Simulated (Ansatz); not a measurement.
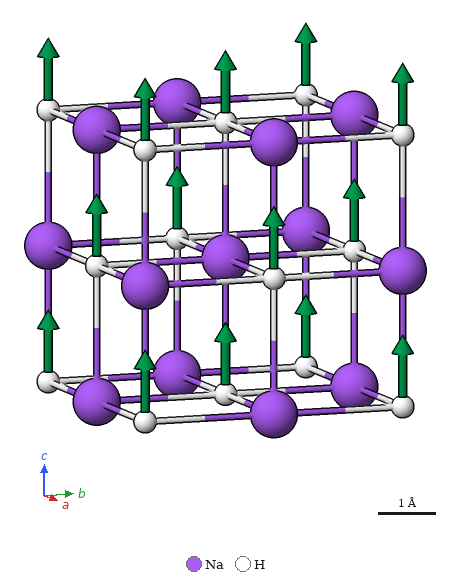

One vibrational mode of crystalline NaH (a generated structure) at the zone centre. The green arrows are the displacements of the atoms (eigenvector over the root of the mass), of arbitrary overall length and sign. The picture is a ball-and-stick view of the conventional cell (4 times the calculation's cell), seen slightly off an axis. Lengths and directions refer to the drawn axes.

Method: Ansatz 0.2.0, DFT PBE, scalar-relativistic, plane waves, PAW.

Input
```yaml
crystal:
  lattice:
    - [0.0, 2.4156894544, 2.4156894544]
    - [2.4156894544, 0.0, 2.4156894544]
    - [2.4156894544, 2.4156894544, 0.0]
  atoms:
    - { symbol: Na, position: [0.5, 0.5, 0.5] }
    - { symbol: H, position: [0.0, 0.0, 0.0] }
basis:
  ecutwfc: 420
kpoints:
  mp_grid: { grid: [8, 8, 8] }
hamiltonian:
  xc: pbe
scf:
  occupations: { method: fixed }
output:
  eigenvalues: true
phonons:
  method: dfpt
  dielectric: true
  rigid_motions: translations
  eigenvectors: true
  qmesh: [4, 4, 4]
  temperatures: { t_max: 1000, t_step: 100 }
  qpath:
    path:
      - [[0.0, 0.0, 0.0], [0.5, 0.0, 0.5], [0.625, 0.25, 0.625]]
      - [[0.375, 0.375, 0.75], [0.0, 0.0, 0.0], [0.5, 0.5, 0.5], [0.5, 0.25, 0.75], [0.5, 0.0, 0.5]]
    npoints: 8
```

Command:
```bash
ansatz run input.yaml --threads 1 --pin off --max-ram 2048MiB --backend cpu --events-out ev --progress --plain --runs-dir out
```

Frequencies are those without the non-analytic (LO–TO) term.

Q: Describe the mode and give its frequency.

A: This is the T₁u mode (triply degenerate; one member of the set is drawn) at 61.3 meV, the only optical level, infrared-active by symmetry. The Na atoms hardly move; the H sublattice moves as a whole against them, along c; it stretches the shortest H–Na bonds (2.42 Å); the kinetic energy is shared as H 96 %, Na 4 %. Its infrared intensity is 68 (D/Å)²/amu for the set. The value is the transverse one; the longitudinal partner lies at 890 cm⁻¹.
